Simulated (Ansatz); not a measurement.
# WS₂: geometry relaxation (part 1 of 2)

- system: WS₂ (3 atoms in the cell)
- method: DFT PBEsol, scalar-relativistic, plane waves, PAW, no spin polarisation (Ansatz 0.2.0)

The structure derives from an entry of the Crystallography Open Database.

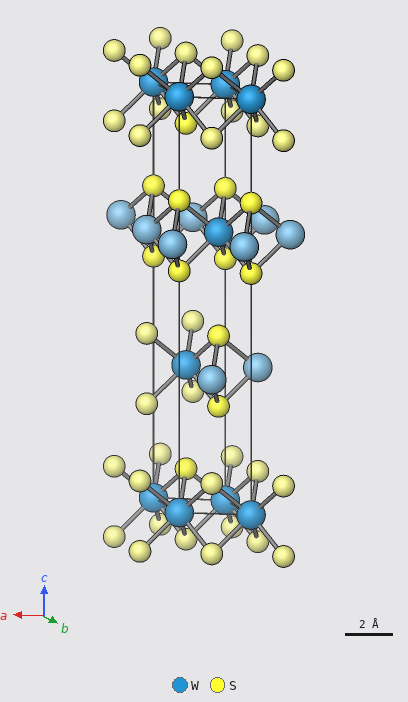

*The structure as given in the input (ball-and-stick view of the cell 3 times as large as that of the calculation, set on its symmetry axes, seen at an oblique angle; neighbours outside the cell are drawn fainter).*

Results in brief:

- outcome: converged
- space group (tolerance 0.01 Å): R3m (160)
- electrons treated: 26
- free energy: −12029.0765 eV
- Fermi energy: 11.630 eV
- gap on the k-point mesh: 1.15 eV
- pressure: −0.01 GPa
- final volume: 54.66 Å³
- largest force (length of the vector) at the end: 0.001 eV/Å
- final cell: a = 6.625 Å, b = 6.625 Å, c = 6.625 Å, α = 27.49°, β = 27.49°, γ = 27.49°
- hardware: 2 threads of Intel Xeon (Granite Rapids), 176 GiB of memory available, shared host
- wall time: 53 s (CPU time 1.7 min)
- peak memory: 0.54 GiB

Notes:

Spin–orbit coupling is left out, which matters for W.

Input file:
```yaml
crystal:
  lattice:
    - [1.5790003843, 0.9116362969, 6.16333]
    - [-1.5790003843, 0.9116362969, 6.16333]
    - [0.0, -1.8232725938, 6.16333]
  atoms:
    - { symbol: W, position: [0.0, 0.0, 0.0] }
    - { symbol: S, position: [0.7503, 0.7503, 0.7503] }
    - { symbol: S, position: [0.581, 0.581, 0.581] }
basis:
  ecutwfc: 420
kpoints:
  mp_grid: { grid: [12, 12, 12] }
hamiltonian:
  xc: pbesol
scf:
  occupations: { method: gaussian, width: 0.02 }
output:
  forces: true
  stress: true
  eigenvalues: true
  write_density: true
  write_potential: true
  elf: true
  volumetric_format: npy
relax:
  adjacent_minimum: "off"
  f_tol: 0.005
  max_steps: 80
  cell: { stress_tol: 0.05 }
```

Command:
```bash
ansatz run input.yaml --threads 2 --pin off --max-ram 5120MiB --backend cpu --events-out ev --progress --plain --runs-dir out
```

The program's output:
```
basis.fft_grid_basis auto: the FFT boxes are laid along the combinations [[1, -1, 0], [0, 1, 0], [0, -1, 1]] of the cell's own vectors, 3.158, 6.427 and 3.158 Å long. The dense box has 24×45×24 points. Along the cell's own vectors, as sized, it would have 45×45×45, 3.52 times as many. Of the 6 symmetry operations that the crystal satisfies within crystal.symmetry.tolerance (time reversal apart; of a slab, those that keep its plane) the dense box along the cell's own vectors carries 6, and the one as laid loses 4 of those. basis.fft_grid_basis: typed keeps the cell's own vectors: state it where this run's energies or levels are differenced outside the engine with another run's, or held beside a run that keeps those vectors. Those combinations have planes normal to reciprocal vector 3, as the cell's own vectors have. Each planar average written beside output.write_density, output.write_potential has a row for each plane of the box: 24. The volumetric files lie along those combinations, not along the cell's own vectors: a cube or XSF file states them, and fields.json those of NumPy files.
Engine: ansatz 0.2.0, x86_64-unknown-linux-gnu
Pseudopotentials: kind: paw
Pseudopotential: W, paw, valence charge 14, recommended cutoff 420 eV (normal), W.paw.azcp
Pseudopotential: S, paw, valence charge 6, recommended cutoff 420 eV (normal), S.paw.azcp
Functional definition: PBEsol
  exchange = pbesol_x
  correlation = pbesol_c
Crystal: 3 atoms, lattice volume = 53.232 Å³
Basis set: ecut = 420 eV, 1011 PW (Γ), FFT grids on a1−a2, a2, −a2+a3, exchange–correlation on 48×90×48 points (8 copies of the dense FFT grid, shifted against one another)
Bands: 17, of which v1, the nominal top of the filled ones, is band 13 counted from 1 (12 counted from 0)
Symmetry: 6 space group operations
Space group: R3m (ITA 160), of the structure as read, at distance tolerance 3.8e-5 Å
k-points: 189 of 1728 (time reversal used)
Non-local potential: W, projectors of the file, l = 0: 3, l = 1: 2, l = 2: 2, l = 3: 1
Non-local potential: S, projectors of the file, l = 0: 2, l = 1: 2, l = 2: 2
PAW form: soft (Blöchl's): semilocal exchange-correlation on the pseudo side does not see the compensation charge
PAW frozen core: W, regenerated for the run's functional, and the local potential with it (the file was generated under x = pbe(κ = 0.804, μ = 0.2195149727645171), c = pbe(β = 0.06672455060314922))
PAW frozen core: S, regenerated for the run's functional, and the local potential with it (the file was generated under x = pbe(κ = 0.804, μ = 0.2195149727645171), c = pbe(β = 0.06672455060314922))
PAW one-centre angular grid: W, 590 points (default); XC on 64 Gauss nodes
PAW one-centre angular grid: S, 110 points (default); XC on 64 Gauss nodes
Initial density: superposition of atomic densities (neutral atoms: chi_scale 0, normalization atom), corrected by the library's trained network
Initial wavefunctions: pseudopotential atomic-orbital guess
Functional: x = pbesol(κ = 0.804, μ = 0.12345679012345678), c = pbesol(β = 0.046)
SCF iter   1: F=—  HF=-12029.071800 eV  |F-HF|=—  |Δ(HF+E_count)|=         —  Δρ=8.31e-3  dr2=5.82e-2  ethr=1.77e-3  ⟨swp⟩=6.0  Hψ=19140  notcnv=0
preconditioner: auto → none  [insulator: Δε(μ)=0.975 eV  Ē_g=8.788 eV  σ=0.020 eV  W_gap=1.00  n_scr=16 (ndim 8)  ℏωp=21.6 eV  f_vac=0.015  D(μ)=0.00/eV (n_scr^D=0)  ε∞_Penn≈7.0]
SCF iter   2: F=—  HF=-12029.090559 eV  |F-HF|=—  |Δ(HF+E_count)|=   1.88e-2  Δρ=9.34e-3  dr2=1.61e-1  ethr=2.24e-4  ⟨swp⟩=3.3  Hψ=7552  notcnv=0  recentre
SCF iter   3: F=—  HF=-12029.064846 eV  |F-HF|=—  |Δ(HF+E_count)|=   2.57e-2  Δρ=3.61e-3  dr2=5.85e-3  ethr=2.24e-4  ⟨swp⟩=3.0  Hψ=5691  notcnv=0
SCF iter   4: F=—  HF=-12029.065858 eV  |F-HF|=—  |Δ(HF+E_count)|=   1.01e-3  Δρ=1.03e-3  dr2=1.88e-4  ethr=2.25e-5  ⟨swp⟩=2.2  Hψ=5642  notcnv=0
SCF iter   5: F=—  HF=-12029.066105 eV  |F-HF|=—  |Δ(HF+E_count)|=   2.47e-4  Δρ=2.54e-4  dr2=4.01e-5  ethr=7.23e-7  ⟨swp⟩=2.0  Hψ=4621  notcnv=0
SCF iter   6: F=—  HF=-12029.066101 eV  |F-HF|=—  |Δ(HF+E_count)|=   4.38e-6  Δρ=1.19e-4  dr2=1.25e-5  ethr=1.54e-7  ⟨swp⟩=2.0  Hψ=4671  notcnv=0
SCF iter   7: F=—  HF=-12029.066101 eV  |F-HF|=—  |Δ(HF+E_count)|=   1.49e-7  Δρ=4.62e-5  dr2=1.59e-6  ethr=4.82e-8  ⟨swp⟩=2.0  Hψ=4340  notcnv=0
SCF iter   8: F=-12029.066101 eV  HF=-12029.066101 eV  |F-HF|=6.92e-9  |Δ(HF+E_count)|=   2.50e-7  Δρ=8.90e-6  dr2=4.28e-8  ethr=3.85e-10  ⟨swp⟩=8.1  Hψ=23390  notcnv=0
SCF 1 converged in 8 iterations: F = -12029.066101 eV  dr2 = 4.28e-8
  greatest PAW one-centre occupation: 1.000 electrons in one spin orbital (limit 2), on the W atom at site 0 (counted from 0), in its partial waves of l = 0
relax step   1: F+E_penalty+E_count = -12029.06610107 eV  Δ(F+E_penalty+E_count) = +0.000e0 eV  max|allowed force component| = 5.994e-1 eV/Å  Δτ_max = 0.0000 Å  P = -0.627 GPa  Ω = 53.232 Å³  (8 SCF iters, dr2 threshold 1.00e-7 eV, accepted)
Crystal: 3 atoms, lattice volume = 53.533 Å³
Basis set: ecut = 420 eV, 1029 PW (Γ), FFT grids on a1−a2, a2, −a2+a3, exchange–correlation on 48×90×48 points (8 copies of the dense FFT grid, shifted against one another)
Initial density: handed on by an earlier stage of this run
Initial wavefunctions: those handed on with the density
iter 1 solved again at ethr=1.88e-5 eV; its pass at ethr=3.10e-3 eV (dr2=4.90e-3 eV) is discarded
SCF iter   1: F=—  HF=-12029.075304 eV  |F-HF|=—  |Δ(HF+E_count)|=         —  Δρ=2.59e-3  dr2=4.94e-3  ethr=1.88e-5  ⟨swp⟩=2.0  Hψ=21081  notcnv=0
preconditioner: auto → none  [insulator: Δε(μ)=1.074 eV  Ē_g=8.885 eV  σ=0.020 eV  W_gap=1.00  n_scr=16 (ndim 8)  ℏωp=21.5 eV  f_vac=0.018  D(μ)=0.00/eV (n_scr^D=0)  ε∞_Penn≈6.9]
SCF iter   2: F=—  HF=-12029.076116 eV  |F-HF|=—  |Δ(HF+E_count)|=   8.12e-4  Δρ=2.36e-3  dr2=1.04e-2  ethr=1.88e-5  ⟨swp⟩=3.0  Hψ=5898  notcnv=0
SCF iter   3: F=—  HF=-12029.074392 eV  |F-HF|=—  |Δ(HF+E_count)|=   1.72e-3  Δρ=9.63e-4  dr2=3.03e-4  ethr=1.88e-5  ⟨swp⟩=2.0  Hψ=5030  notcnv=0
SCF iter   4: F=—  HF=-12029.074420 eV  |F-HF|=—  |Δ(HF+E_count)|=   2.74e-5  Δρ=4.40e-4  dr2=3.18e-4  ethr=1.17e-6  ⟨swp⟩=2.0  Hψ=4797  notcnv=0
SCF iter   5: F=—  HF=-12029.074363 eV  |F-HF|=—  |Δ(HF+E_count)|=   5.68e-5  Δρ=1.34e-4  dr2=6.28e-6  ethr=1.17e-6  ⟨swp⟩=2.0  Hψ=4218  notcnv=0
SCF iter   6: F=—  HF=-12029.074361 eV  |F-HF|=—  |Δ(HF+E_count)|=   1.78e-6  Δρ=2.56e-5  dr2=2.94e-7  ethr=1.15e-9  ⟨swp⟩=9.8  Hψ=27300  notcnv=0
SCF iter   7: F=-12029.074361 eV  HF=-12029.074361 eV  |F-HF|=3.92e-9  |Δ(HF+E_count)|=   2.83e-8  Δρ=6.36e-6  dr2=1.70e-8  ethr=1.13e-9  ⟨swp⟩=7.8  Hψ=22745  notcnv=0
SCF 2 converged in 7 iterations: F = -12029.074361 eV  dr2 = 1.70e-8
relax step   2: F+E_penalty+E_count = -12029.07436098 eV  Δ(F+E_penalty+E_count) = -8.260e-3 eV  max|allowed force component| = 1.785e-1 eV/Å  Δτ_max = 0.0312 Å  P = +0.710 GPa  Ω = 53.533 Å³  energy of the carried Pulay correction = -4.802e-5 eV  (7 SCF iters, dr2 threshold 3.00e-7 eV, accepted)
Crystal: 3 atoms, lattice volume = 54.072 Å³
iter 1 solved again at ethr=2.55e-6 eV; its pass at ethr=3.10e-3 eV (dr2=6.62e-4 eV) is discarded
SCF iter   1: F=—  HF=-12029.075664 eV  |F-HF|=—  |Δ(HF+E_count)|=         —  Δρ=9.11e-4  dr2=6.10e-4  ethr=2.55e-6  ⟨swp⟩=2.8  Hψ=20740  notcnv=0
preconditioner: auto → none  [insulator: Δε(μ)=1.109 eV  Ē_g=8.867 eV  σ=0.020 eV  W_gap=1.00  n_scr=16 (ndim 8)  ℏωp=21.4 eV  f_vac=0.020  D(μ)=0.00/eV (n_scr^D=0)  ε∞_Penn≈6.8]
SCF iter   2: F=—  HF=-12029.075679 eV  |F-HF|=—  |Δ(HF+E_count)|=   1.54e-5  Δρ=7.46e-4  dr2=9.68e-4  ethr=2.35e-6  ⟨swp⟩=2.0  Hψ=4543  notcnv=0
SCF iter   3: F=—  HF=-12029.075547 eV  |F-HF|=—  |Δ(HF+E_count)|=   1.33e-4  Δρ=3.89e-4  dr2=1.32e-4  ethr=2.35e-6  ⟨swp⟩=2.0  Hψ=4473  notcnv=0
SCF iter   4: F=—  HF=-12029.075537 eV  |F-HF|=—  |Δ(HF+E_count)|=   9.69e-6  Δρ=1.69e-4  dr2=1.09e-5  ethr=5.09e-7  ⟨swp⟩=2.3  Hψ=3967  notcnv=0
SCF iter   5: F=—  HF=-12029.075537 eV  |F-HF|=—  |Δ(HF+E_count)|=   5.14e-7  Δρ=6.54e-5  dr2=5.89e-6  ethr=4.21e-8  ⟨swp⟩=2.1  Hψ=4552  notcnv=0
SCF iter   6: F=-12029.075536 eV  HF=-12029.075536 eV  |F-HF|=1.83e-8  |Δ(HF+E_count)|=   9.14e-7  Δρ=1.63e-5  dr2=1.06e-7  ethr=1.15e-9  ⟨swp⟩=9.2  Hψ=24757  notcnv=0
SCF 3 converged in 6 iterations: F = -12029.075536 eV  dr2 = 1.06e-7
relax step   3: F+E_penalty+E_count = -12029.07553643 eV  Δ(F+E_penalty+E_count) = -1.175e-3 eV  max|allowed force component| = 1.050e-1 eV/Å  Δτ_max = 0.0105 Å  P = -0.008 GPa  Ω = 54.072 Å³  energy of the carried Pulay correction = -1.333e-4 eV  (6 SCF iters, dr2 threshold 3.00e-7 eV, accepted)
Crystal: 3 atoms, lattice volume = 54.838 Å³
Basis set: ecut = 420 eV, 1059 PW (Γ), FFT grids on a1−a2, a2, −a2+a3, exchange–correlation on 48×90×48 points (8 copies of the dense FFT grid, shifted against one another)
iter 1 solved again at ethr=6.16e-6 eV; its pass at ethr=3.10e-3 eV (dr2=1.60e-3 eV) is discarded
SCF iter   1: F=—  HF=-12029.076008 eV  |F-HF|=—  |Δ(HF+E_count)|=         —  Δρ=1.52e-3  dr2=1.49e-3  ethr=6.16e-6  ⟨swp⟩=2.2  Hψ=20520  notcnv=0
preconditioner: auto → none  [insulator: Δε(μ)=1.150 eV  Ē_g=8.856 eV  σ=0.020 eV  W_gap=1.00  n_scr=16 (ndim 8)  ℏωp=21.3 eV  f_vac=0.024  D(μ)=0.00/eV (n_scr^D=0)  ε∞_Penn≈6.8]
SCF iter   2: F=—  HF=-12029.075861 eV  |F-HF|=—  |Δ(HF+E_count)|=   1.48e-4  Δρ=1.04e-3  dr2=1.56e-3  ethr=5.72e-6  ⟨swp⟩=2.0  Hψ=5292  notcnv=0
SCF iter   3: F=—  HF=-12029.075714 eV  |F-HF|=—  |Δ(HF+E_count)|=   1.47e-4  Δρ=6.72e-4  dr2=5.98e-4  ethr=5.72e-6  ⟨swp⟩=2.0  Hψ=5107  notcnv=0
SCF iter   4: F=—  HF=-12029.075631 eV  |F-HF|=—  |Δ(HF+E_count)|=   8.30e-5  Δρ=3.13e-4  dr2=8.71e-5  ethr=2.30e-6  ⟨swp⟩=1.0  Hψ=3213  notcnv=0
SCF iter   5: F=—  HF=-12029.075642 eV  |F-HF|=—  |Δ(HF+E_count)|=   1.10e-5  Δρ=8.53e-5  dr2=5.90e-6  ethr=3.35e-7  ⟨swp⟩=2.2  Hψ=3905  notcnv=0
SCF iter   6: F=—  HF=-12029.075642 eV  |F-HF|=—  |Δ(HF+E_count)|=   2.89e-7  Δρ=2.65e-5  dr2=1.21e-6  ethr=2.27e-8  ⟨swp⟩=2.0  Hψ=4464  notcnv=0
SCF iter   7: F=-12029.075642 eV  HF=-12029.075642 eV  |F-HF|=1.90e-9  |Δ(HF+E_count)|=   2.15e-7  Δρ=6.14e-6  dr2=1.16e-8  ethr=1.15e-9  ⟨swp⟩=11.2  Hψ=25774  notcnv=0
SCF 4 converged in 7 iterations: F = -12029.075642 eV  dr2 = 1.16e-8
relax step   4: F+E_penalty+E_count = -12029.07564157 eV  Δ(F+E_penalty+E_count) = -1.051e-4 eV  max|allowed force component| = 6.901e-2 eV/Å  Δτ_max = 0.0205 Å  P = -0.137 GPa  Ω = 54.838 Å³  energy of the carried Pulay correction = -2.531e-4 eV  (7 SCF iters, dr2 threshold 3.00e-7 eV, accepted)
Crystal: 3 atoms, lattice volume = 54.659 Å³
Basis set: ecut = 420 eV, 1047 PW (Γ), FFT grids on a1−a2, a2, −a2+a3, exchange–correlation on 48×90×48 points (8 copies of the dense FFT grid, shifted against one another)
iter 1 solved again at ethr=7.77e-7 eV; its pass at ethr=3.10e-3 eV (dr2=2.02e-4 eV) is discarded
SCF iter   1: F=—  HF=-12029.076219 eV  |F-HF|=—  |Δ(HF+E_count)|=         —  Δρ=3.57e-4  dr2=2.02e-4  ethr=7.77e-7  ⟨swp⟩=2.3  Hψ=19776  notcnv=0
preconditioner: auto → none  [insulator: Δε(μ)=1.146 eV  Ē_g=8.863 eV  σ=0.020 eV  W_gap=1.00  n_scr=16 (ndim 8)  ℏωp=21.3 eV  f_vac=0.023  D(μ)=0.00/eV (n_scr^D=0)  ε∞_Penn≈6.8]
SCF iter   2: F=—  HF=-12029.076277 eV  |F-HF|=—  |Δ(HF+E_count)|=   5.83e-5  Δρ=5.06e-4  dr2=5.10e-4  ethr=7.76e-7  ⟨swp⟩=2.0  Hψ=4536  notcnv=0
SCF iter   3: F=—  HF=-12029.076200 eV  |F-HF|=—  |Δ(HF+E_count)|=   7.77e-5  Δρ=1.39e-4  dr2=2.28e-5  ethr=7.76e-7  ⟨swp⟩=2.0  Hψ=4521  notcnv=0
SCF iter   4: F=—  HF=-12029.076196 eV  |F-HF|=—  |Δ(HF+E_count)|=   3.70e-6  Δρ=5.11e-5  dr2=1.16e-6  ethr=8.76e-8  ⟨swp⟩=2.4  Hψ=4636  notcnv=0
SCF iter   5: F=—  HF=-12029.076196 eV  |F-HF|=—  |Δ(HF+E_count)|=   7.54e-8  Δρ=2.65e-5  dr2=1.23e-6  ethr=1.15e-9  ⟨swp⟩=11.7  Hψ=27193  notcnv=0
SCF iter   6: F=-12029.076196 eV  HF=-12029.076196 eV  |F-HF|=2.84e-10  |Δ(HF+E_count)|=   2.31e-7  Δρ=5.94e-6  dr2=7.44e-9  ethr=1.15e-9  ⟨swp⟩=8.3  Hψ=23233  notcnv=0
SCF 5 converged in 6 iterations: F = -12029.076196 eV  dr2 = 7.44e-9
relax step   5: F+E_penalty+E_count = -12029.07619585 eV  Δ(F+E_penalty+E_count) = -5.543e-4 eV  max|allowed force component| = 4.875e-4 eV/Å  Δτ_max = 0.0040 Å  P = -0.014 GPa  Ω = 54.659 Å³  energy of the carried Pulay correction = -2.253e-4 eV  (6 SCF iters, dr2 threshold 3.00e-7 eV, accepted)
Initial wavefunctions: pseudopotential atomic-orbital guess (no wavefunctions were taken with the density)
iter 1 solved again at ethr=4.09e-7 eV; its pass at ethr=3.10e-3 eV (dr2=1.06e-4 eV) is discarded
SCF iter   1: F=—  HF=-12029.076399 eV  |F-HF|=—  |Δ(HF+E_count)|=         —  Δρ=1.03e-4  dr2=2.95e-7  ethr=4.09e-7  ⟨swp⟩=3.0  Hψ=27908  notcnv=0
preconditioner: auto → none  [insulator: Δε(μ)=1.148 eV  Ē_g=8.864 eV  σ=0.020 eV  W_gap=1.00  n_scr=16 (ndim 8)  ℏωp=21.3 eV  f_vac=0.023  D(μ)=0.00/eV (n_scr^D=0)  ε∞_Penn≈6.8]
SCF iter   2: F=—  HF=-12029.076447 eV  |F-HF|=—  |Δ(HF+E_count)|=   4.76e-5  Δρ=5.13e-5  dr2=6.73e-8  ethr=1.14e-9  ⟨swp⟩=2.6  Hψ=5483  notcnv=0
SCF iter   3: F=—  HF=-12029.076455 eV  |F-HF|=—  |Δ(HF+E_count)|=   8.61e-6  Δρ=2.90e-6  dr2=2.88e-9  ethr=2.59e-10  ⟨swp⟩=2.3  Hψ=5560  notcnv=0
SCF iter   4: F=—  HF=-12029.076455 eV  |F-HF|=—  |Δ(HF+E_count)|=   1.57e-8  Δρ=1.27e-6  dr2=1.90e-9  ethr=1.11e-11  ⟨swp⟩=2.0  Hψ=4914  notcnv=0
SCF iter   5: F=—  HF=-12029.076455 eV  |F-HF|=—  |Δ(HF+E_count)|=   1.09e-9  Δρ=5.28e-7  dr2=1.04e-10  ethr=7.32e-12  ⟨swp⟩=2.0  Hψ=4223  notcnv=0
SCF iter   6: F=—  HF=-12029.076455 eV  |F-HF|=—  |Δ(HF+E_count)|=  4.66e-10  Δρ=2.15e-7  dr2=3.42e-11  ethr=1.00e-12  ⟨swp⟩=7.1  Hψ=16643  notcnv=0
SCF iter   7: F=-12029.076455 eV  HF=-12029.076455 eV  |F-HF|=0.00e0  |Δ(HF+E_count)|=  6.18e-11  Δρ=1.01e-7  dr2=8.19e-12  ethr=1.00e-12  ⟨swp⟩=6.9  Hψ=15165  notcnv=0
SCF 6 converged in 7 iterations: F = -12029.076455 eV  dr2 = 8.19e-12
relax step   6: F+E_penalty+E_count = -12029.07645545 eV  Δ(F+E_penalty+E_count) = -2.596e-4 eV  max|allowed force component| = 5.785e-4 eV/Å  Δτ_max = 0.0000 Å  P = -0.012 GPa  Ω = 54.659 Å³  stress off target by 2.17e-2 GPa  SCF on the basis re-selected at this cell (its energy is not comparable with the rows above)  (7 SCF iters)
```
